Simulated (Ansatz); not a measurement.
**Ti3O4: a changed input and its effect**

System: Ti3O4 (I4/mmm, 14 atoms in the cell).
Method of the first run: DFT r2SCAN, scalar-relativistic, plane waves, PAW, spin-polarised (Ansatz 0.2.0).

The structure derives from a Materials Project entry. Text and figures count atoms from 1; the logs count them from 0 in places.

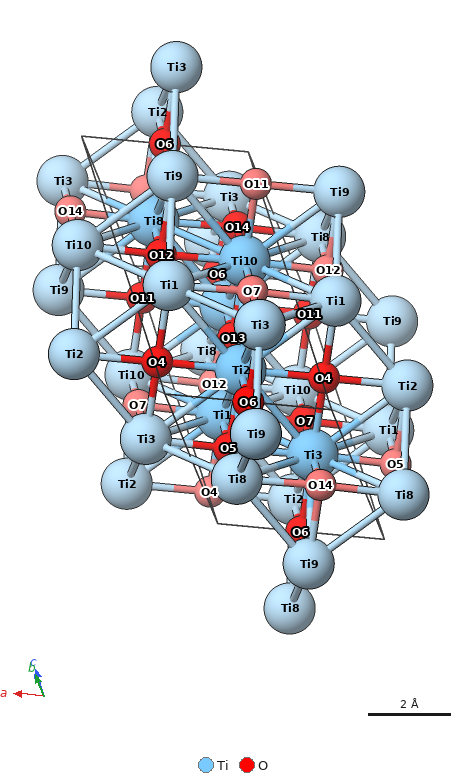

The structure (ball-and-stick view of the reduced cell, seen at an oblique angle; neighbours outside the cell are drawn fainter; atoms are numbered from 1 in the order of the input).

Input, the first run:
```yaml
crystal:
  lattice:
    - [2.0622025767, 2.0622025767, -4.0790312498]
    - [2.0622025767, -2.0622025767, -4.0790312498]
    - [-8.2488103067, 0.0, 0.0]
  atoms:
    - { symbol: Ti, position: [-0.25, -0.25, -0.375], spin: 1.0 }
    - { symbol: Ti, position: [-0.5, -0.5, -0.25], spin: 1.0 }
    - { symbol: Ti, position: [0.25, -0.75, -0.125], spin: 1.0 }
    - { symbol: O, position: [0.0, 0.0, -0.25] }
    - { symbol: O, position: [-0.2444122992, -0.2444122992, -0.1222061496] }
    - { symbol: O, position: [0.5, -0.5, 0.0] }
    - { symbol: O, position: [-0.7555877008, -0.7555877008, -0.3777938504] }
    - { symbol: Ti, position: [-0.25, -0.25, 0.125], spin: 1.0 }
    - { symbol: Ti, position: [-0.5, -0.5, 0.25], spin: 1.0 }
    - { symbol: Ti, position: [0.25, -0.75, 0.375], spin: 1.0 }
    - { symbol: O, position: [0.0, 0.0, 0.25] }
    - { symbol: O, position: [-0.2444122992, -0.2444122992, 0.3777938504] }
    - { symbol: O, position: [0.5, -0.5, 0.5] }
    - { symbol: O, position: [-0.7555877008, -0.7555877008, 0.1222061496] }
basis:
  ecutwfc: 500
  ecutrho_ratio: 4
kpoints:
  mp_grid: { grid: [8, 8, 4] }
hamiltonian:
  xc: r2scan
scf:
  occupations: { method: gaussian, width: 0.05 }
  lower_state_search: "off"
output:
  forces: true
  stress: true
  eigenvalues: true
  populations: true
magnetization:
  spin_polarized: true
```

Command:
```bash
ansatz run input.yaml --threads 4 --pin off --max-ram 10240MiB --backend cpu --events-out ev --progress --plain --runs-dir out
```

Hardware: 4 threads of Intel Xeon @ 2.70GHz, 189 GiB of memory available, shared host.

Output, shortened to warnings, some set-up lines, iterations and results (the first run):
```
WARN: the starting moments were not kept: the SCF closed with an absolute magnetisation of 3.3e-4 μB, where they sum to 6 μB in size (6 sites). That is at most 0.1 of that sum. Measured as dr2_m measures the in/out step, that magnetisation stands 1.1e-8 eV from none, at or under the dr2_threshold of 1.0e-7 eV: it is no larger than a step whose dr2_m would equal this threshold. The system may hold …
Basis set: ecut = 500 eV, 3533 PW (Γ), exchange–correlation on 160×160×256 points (64 copies of the dense FFT grid, shifted against one another)
Symmetry: 8 space group operations
k-points: 78 of 256
Initial density: superposition of atomic densities (chi_scale 0.1, normalization cell, long waves kept (reshape's long-wave potential 0.01 eV rms))
[...]
SCF iter   1: F=-19593.453911 eV  HF=-19594.426292 eV  |F-HF|=9.72e-1  |Δ(HF+E_count)|=         —  Δρ=5.91e-2 (↑3.69e-2 ↓5.91e-2)  dr2=5.30e0  dr2_τ=2.01e-1  dr2_m=1.85e0  …
SCF iter   2: F=-19595.606424 eV  HF=-19595.466414 eV  |F-HF|=1.40e-1  |Δ(HF+E_count)|=    1.04e0  Δρ=4.29e-2 (↑3.01e-2 ↓4.29e-2)  dr2=2.31e0  dr2_τ=5.37e-2  dr2_m=1.23e0  …
SCF iter   3: F=-19596.068902 eV  HF=-19595.936328 eV  |F-HF|=1.33e-1  |Δ(HF+E_count)|=   4.70e-1  Δρ=3.28e-2 (↑2.61e-2 ↓3.28e-2)  dr2=1.38e0  dr2_τ=2.81e-2  dr2_m=8.52e-1  …
SCF iter   4: F=-19596.329872 eV  HF=-19596.228581 eV  |F-HF|=1.01e-1  |Δ(HF+E_count)|=   2.92e-1  Δρ=2.21e-2 (↑2.16e-2 ↓2.21e-2)  dr2=5.12e-1  dr2_τ=1.22e-2  dr2_m=5.40e-1  …
SCF iter   5: F=-19596.431651 eV  HF=-19596.272538 eV  |F-HF|=1.59e-1  |Δ(HF+E_count)|=   4.40e-2  Δρ=1.79e-2 (↑1.79e-2 ↓1.48e-2)  dr2=1.07e-1  dr2_τ=7.79e-3  dr2_m=3.17e-1  …
[... 22 lines ...]
SCF iter  28: F=-19596.498539 eV  HF=-19596.498539 eV  |F-HF|=4.93e-8  |Δ(HF+E_count)|=   6.38e-7  Δρ=2.39e-6 (↑1.25e-6 ↓2.39e-6)  dr2=2.04e-8  dr2_τ=2.62e-10  dr2_m=2.05e-9  …
SCF iter  29: F=-19596.498539 eV  HF=-19596.498539 eV  |F-HF|=1.08e-8  |Δ(HF+E_count)|=   2.36e-7  Δρ=9.05e-7 (↑6.90e-7 ↓9.05e-7)  dr2=3.31e-9  dr2_τ=4.76e-11  dr2_m=3.03e-10 …
SCF iter  30: F=-19596.498539 eV  HF=-19596.498539 eV  |F-HF|=9.71e-9  |Δ(HF+E_count)|=   1.25e-8  Δρ=5.26e-7 (↑5.26e-7 ↓4.38e-7)  dr2=9.50e-11  dr2_τ=1.61e-11  …
SCF iter  31: F=-19596.498539 eV  HF=-19596.498539 eV  |F-HF|=1.27e-10  |Δ(HF+E_count)|=   4.04e-8  Δρ=3.80e-7 (↑3.69e-7 ↓3.80e-7)  dr2=6.93e-10  dr2_τ=8.80e-12  …
SCF 1 converged in 31 iterations: F = -19596.498539 eV  dr2 = 6.93e-10
this state was not tested for a lower state beside it, because the mixer in use, unlike msr1, does not test its closes by its own steps (another_mixer; see scf.mixing.algorithm and scf.lower_state_search)
SCF converged after 31 iterations
Magnetization: 0.0003 μB (60.0002 up, 59.9998 down)
Absolute magnetization: 0.0003 μB (∫|ρ↑−ρ↓|, with the PAW one-centre terms)
Spin contamination: 0.0000 ħ² per cell (⟨S²⟩ above its minimum at these occupations)
Per-site moments (μB) at R_I (Å): [(4.149752876406271e-5, 0.84130019527125), (2.609560909659441e-5, 0.8506585628784373), (4.149752876399751e-5, 0.84130019527125), (-7.784454917450014e-7, 0.84130019527125), (5.084772033235126e-6, 0.8508663649785418), (-7.796794538387516e-7, 0.84130019527125), …
Free energy (F): -19596.498539 eV
Harris-Foulkes:  -19596.498539 eV  (|F-HF|=1.27e-10)
Internal energy: -19596.490383 eV  (E = F + TS)
E sigma→0 (E₀):  -19596.494461 eV
Entropy (-TS):   -0.008156 eV (-0.583 meV/atom)
Fermi energy:    14.963298 eV
--- Per-component energies (eV) ---
  E_band       = -909.366614
  E_kinetic    = 3070.683099
  E_local      = -7012.930457  (includes V_loc(G=0)·N_el)
  E_nonlocal   = 419.462059
  E_hartree    = 2768.628688
  E_xc         = -1156.167068
  E_vxc        = -1656.605310  (∫ρ·V_xc dr)
  E_paw        = -7620.764688  (= ΣΔE_a)
  E_vpaw       = -1375.559644  (= ΣTr[D̂ρ^β])
  E_aug_tail   = 0.008589  (compensation charges beyond the density's cutoff)
  E_vtau       = 108.317770  (kinetic-family band-sum trace: ∫τ·v_τ [+ j·A + Jᵃ·Aᵃ] dr)
  E_ewald      = -10063.634336
  E_core_change = -1.776270  (= ΣΔE_core)
  E_smearing   = -0.008156  (= −TS)
  E_closure    = -0.000000  (closes the sum)
  Σ components = -19596.498539   (vs F -19596.498539, Δ=0.00e0)
--- Forces (eV/Å), atoms counted from 1 ---
  atom   1  Ti     0.00000182     0.00000000    -0.00000048
  atom   2  Ti     0.00000000     0.00000000     0.00000000
  atom   3  Ti    -0.00000182     0.00000000     0.00000048
  atom   4  O     -0.00000000     0.00000000     0.00000000
  atom   5  O     -0.00000238     0.00000000    -0.00819193
  atom   6  O     -0.00000000     0.00000000     0.00000000
  atom   7  O      0.00000238    -0.00000000     0.00819193
  atom   8  Ti     0.00000182     0.00000000    -0.00000048
  atom   9  Ti     0.00000000     0.00000000     0.00000000
  atom  10  Ti    -0.00000182     0.00000000     0.00000048
[...]
```

For the second run the input was changed thus:
```diff
-    - { symbol: Ti, position: [-0.5, -0.5, -0.25], spin: 1.0 }
+    - { symbol: Ti, position: [-0.5, -0.5, -0.25], spin: -1.0 }
-    - { symbol: Ti, position: [-0.25, -0.25, 0.125], spin: 1.0 }
+    - { symbol: Ti, position: [-0.25, -0.25, 0.125], spin: -1.0 }
-    - { symbol: Ti, position: [0.25, -0.75, 0.375], spin: 1.0 }
+    - { symbol: Ti, position: [0.25, -0.75, 0.375], spin: -1.0 }
```

Predict how the results change.

The energy is the same within 0.01 meV per atom. The number of SCF iterations is the same. On the same kind of shared host the second run took about 0.52 times as long.

Output, shortened to warnings, some set-up lines, iterations and results (the second run):
```
WARN: the starting moments were not kept: the SCF closed with an absolute magnetisation of 8.8e-5 μB, where they sum to 6 μB in size (6 sites). That is at most 0.1 of that sum. Measured as dr2_m measures the in/out step, that magnetisation stands 9.8e-10 eV from none, at or under the dr2_threshold of 1.0e-7 eV: it is no larger than a step whose dr2_m would equal this threshold. The system may …
Basis set: ecut = 500 eV, 3533 PW (Γ), exchange–correlation on 160×160×256 points (64 copies of the dense FFT grid, shifted against one another)
Symmetry: 4 space group operations
k-points: 78 of 256
Initial density: superposition of atomic densities (chi_scale 0.1, normalization cell, long waves kept (reshape's long-wave potential 0.01 eV rms))
[...]
SCF iter   1: F=-19593.798483 eV  HF=-19594.756854 eV  |F-HF|=9.58e-1  |Δ(HF+E_count)|=         —  Δρ=4.39e-2 (↑4.39e-2 ↓4.39e-2)  dr2=5.12e0  dr2_τ=1.80e-1  dr2_m=1.22e0  …
SCF iter   2: F=-19595.726733 eV  HF=-19595.713208 eV  |F-HF|=1.35e-2  |Δ(HF+E_count)|=   9.56e-1  Δρ=3.13e-2 (↑3.13e-2 ↓3.13e-2)  dr2=2.28e0  dr2_τ=4.33e-2  dr2_m=7.32e-1  …
SCF iter   3: F=-19596.121984 eV  HF=-19596.113034 eV  |F-HF|=8.95e-3  |Δ(HF+E_count)|=   4.00e-1  Δρ=2.32e-2 (↑2.32e-2 ↓2.32e-2)  dr2=1.21e0  dr2_τ=1.97e-2  dr2_m=4.63e-1  …
SCF iter   4: F=-19596.356965 eV  HF=-19596.292912 eV  |F-HF|=6.41e-2  |Δ(HF+E_count)|=   1.80e-1  Δρ=1.66e-2 (↑1.66e-2 ↓1.66e-2)  dr2=3.06e-1  dr2_τ=9.20e-3  dr2_m=3.11e-1  …
SCF iter   5: F=-19596.412210 eV  HF=-19596.309872 eV  |F-HF|=1.02e-1  |Δ(HF+E_count)|=   1.70e-2  Δρ=1.32e-2 (↑1.32e-2 ↓1.32e-2)  dr2=9.66e-2  dr2_τ=6.10e-3  dr2_m=1.99e-1  …
[... 22 lines ...]
SCF iter  28: F=-19596.498539 eV  HF=-19596.498539 eV  |F-HF|=1.71e-9  |Δ(HF+E_count)|=  8.95e-10  Δρ=8.45e-7 (↑8.45e-7 ↓8.45e-7)  dr2=4.40e-10  dr2_τ=1.53e-11  …
SCF iter  29: F=-19596.498539 eV  HF=-19596.498539 eV  |F-HF|=7.79e-10  |Δ(HF+E_count)|=   6.05e-9  Δρ=6.30e-7 (↑6.30e-7 ↓6.30e-7)  dr2=3.98e-10  dr2_τ=1.09e-11  …
SCF iter  30: F=-19596.498539 eV  HF=-19596.498539 eV  |F-HF|=3.89e-10  |Δ(HF+E_count)|=   3.79e-9  Δρ=4.51e-7 (↑4.51e-7 ↓4.51e-7)  dr2=1.45e-10  dr2_τ=7.02e-12  …
SCF iter  31: F=-19596.498539 eV  HF=-19596.498539 eV  |F-HF|=5.09e-11  |Δ(HF+E_count)|=   2.17e-9  Δρ=1.85e-7 (↑1.85e-7 ↓1.85e-7)  dr2=3.32e-11  dr2_τ=1.48e-12  …
SCF 1 converged in 31 iterations: F = -19596.498539 eV  dr2 = 3.32e-11
this state was not tested for a lower state beside it, because the mixer in use, unlike msr1, does not test its closes by its own steps (another_mixer; see scf.mixing.algorithm and scf.lower_state_search)
SCF converged after 31 iterations
Magnetization: 0.0000 μB (60.0000 up, 60.0000 down)
Absolute magnetization: 0.0001 μB (∫|ρ↑−ρ↓|, with the PAW one-centre terms)
Spin contamination: 0.0000 ħ² per cell (⟨S²⟩ above its minimum at these occupations)
Per-site moments (μB) at R_I (Å): [(1.262619808720022e-5, 0.84130019527125), (-5.4602530769965636e-6, 0.8506585628784373), (1.2626198087200223e-5, 0.84130019527125), (2.4594297450732787e-8, 0.84130019527125), (2.536233560128975e-7, 0.8508663649785418), (-1.014020505736037e-21, 0.84130019527125), …
Free energy (F): -19596.498539 eV
Harris-Foulkes:  -19596.498539 eV  (|F-HF|=5.09e-11)
Internal energy: -19596.490383 eV  (E = F + TS)
E sigma→0 (E₀):  -19596.494461 eV
Entropy (-TS):   -0.008156 eV (-0.583 meV/atom)
Fermi energy:    14.963299 eV
--- Per-component energies (eV) ---
  E_band       = -909.366623
  E_kinetic    = 3070.683112
  E_local      = -7012.930408  (includes V_loc(G=0)·N_el)
  E_nonlocal   = 419.462065
  E_hartree    = 2768.628630
  E_xc         = -1156.167074
  E_vxc        = -1656.605319  (∫ρ·V_xc dr)
  E_paw        = -7620.764692  (= ΣΔE_a)
  E_vpaw       = -1375.559836  (= ΣTr[D̂ρ^β])
  E_aug_tail   = 0.008589  (compensation charges beyond the density's cutoff)
  E_vtau       = 108.317771  (kinetic-family band-sum trace: ∫τ·v_τ [+ j·A + Jᵃ·Aᵃ] dr)
  E_ewald      = -10063.634336
  E_core_change = -1.776270  (= ΣΔE_core)
  E_smearing   = -0.008156  (= −TS)
  E_closure    = 0.000000  (closes the sum)
  Σ components = -19596.498539   (vs F -19596.498539, Δ=0.00e0)
--- Forces (eV/Å), atoms counted from 1 ---
  atom   1  Ti     0.00000178     0.00000000    -0.00000087
  atom   2  Ti     0.00000000     0.00000000     0.00000000
  atom   3  Ti    -0.00000178     0.00000000     0.00000087
  atom   4  O      0.00000000     0.00000000     0.00000000
  atom   5  O     -0.00000236     0.00000000    -0.00819443
  atom   6  O      0.00000000    -0.00000000     0.00000000
  atom   7  O      0.00000236     0.00000000     0.00819443
  atom   8  Ti     0.00000178     0.00000000    -0.00000087
  atom   9  Ti    -0.00000000     0.00000000    -0.00000000
[...]
```

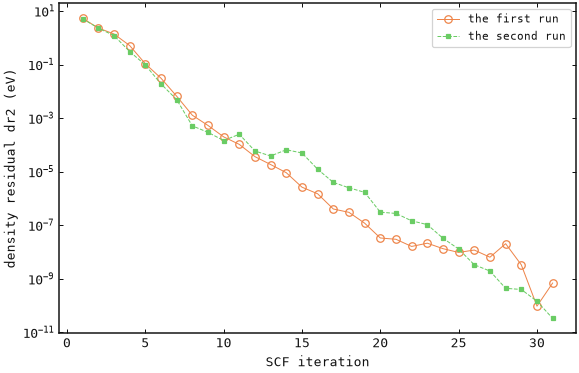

Convergence of the two runs: density residual dr2 against the SCF iteration. The first run takes 31 iterations in all, and the second run takes 31.

The two runs side by side:

| quantity | the first run | the second run |
| --- | --- | --- |
| outcome | converged | converged |
| free energy per atom (eV) | −1399.7499 | −1399.7499 |
| energy per atom, smearing taken to zero (eV) | −1399.7496 | −1399.7496 |
| gap on the mesh (eV) | 0.00 | 0.00 |
| net moment of the cell (μB) | 0.00 | 0.00 |
| absolute moment of the cell (μB) | 0.00 | 0.00 |
| pressure (GPa) | −0.02 | −0.02 |
| largest force (eV/Å) | 0.008 | 0.008 |
| SCF iterations | 31 | 31 |
| irreducible k-points | 78 | 78 |
| plane waves at Γ | 3533 | 3533 |
| wall time (shared host) | 4.3 min | 2.2 min |

For both runs: Warnings: some starting moments were not kept; the state was not tested for a lower one.
